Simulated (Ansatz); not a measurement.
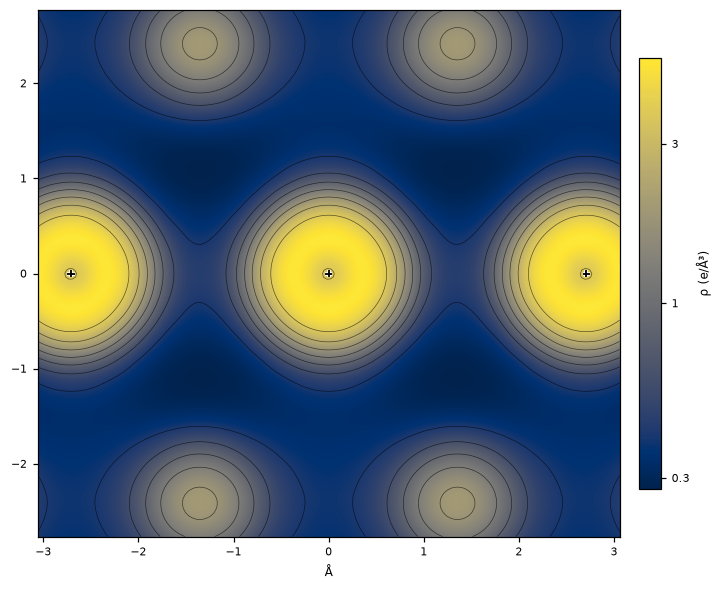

The valence charge density (pseudo) on a plane through atoms (crosses mark nuclei in the plane).

All numbers below come from DFT, revPBE, plane waves (420 eV) with PAW, scalar-relativistic in Ansatz.

Candidates:
A. W, a = 2.71 Å, b = 2.71 Å, c = 4.83 Å, α = 90.00°, β = 90.00°, γ = 120.00°. Space group P6₃/mmc; set up as W, hcp; a generated structure, not necessarily the stable one; changed on purpose from its base cell (volume × 0.92); computed pressure about 27 GPa in this cell.
B. Se, a = 2.98 Å, b = 13.79 Å, c = 4.81 Å, α = 90.00°, β = 90.60°, γ = 90.00°. Space group C2/c; set up as Se, beta-Sn type; a generated structure, not necessarily the stable one; changed on purpose from its base cell (volume × 1.12); computed pressure about −3 GPa in this cell.

### Which system is this?

Candidate A: W on the (100) plane of the conventional cell, which holds W. W–W (2.71 Å): the density is about 0.44 e/Å³ at the midpoint.
